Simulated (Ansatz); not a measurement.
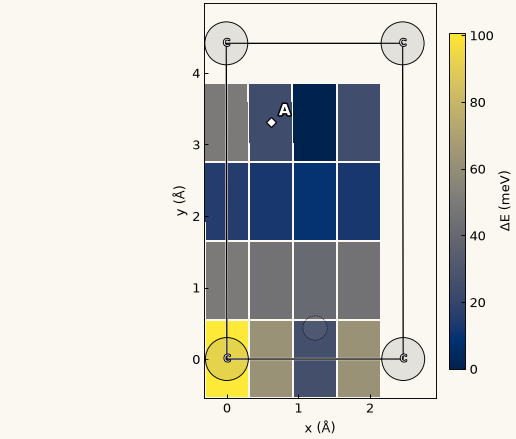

N₂ on a C(111) slab cut from the C2/m phase, its upper half relaxed before the scan (16 atoms of substrate and one adsorbate in a 2 × 1 cell). N2 is moved over the surface cell at a fixed height above a rigid substrate; the origin of the map has the adsorbate above C15; the height is held at 2.70 Å. Places are given modulo a cell vector. The map is drawn in real space over the plane of the surface. Grid: 4 × 4 points. Places are given in fractions of the 1 × 1 surface cell. Energies are in meV, from the lowest grid point. At a fixed height the lowest place need not be the adsorption site. All numbers below come from DFT PBE+D3(BJ), scalar-relativistic, plane waves, PAW (Ansatz). Settings: cutoff 420 eV, k-mesh 6×6×1, gaussian smearing 0.05 eV, no spin polarisation.

The picture shows one coloured cell a grid point, labelled circles for the atoms of the top layer and small ones for the second layer, the outline of one cell of the plane, the point A.

Which way does the force act at A, and how strong is it?

Answer. A, at (1/4, 3/4) of the cell vectors, is not a stationary point. The computed force is 0.069 eV/Å in the plane, pointing down and right in the picture (components 0.063 and −0.029 eV/Å).

PAW datasets: the set soft_1.
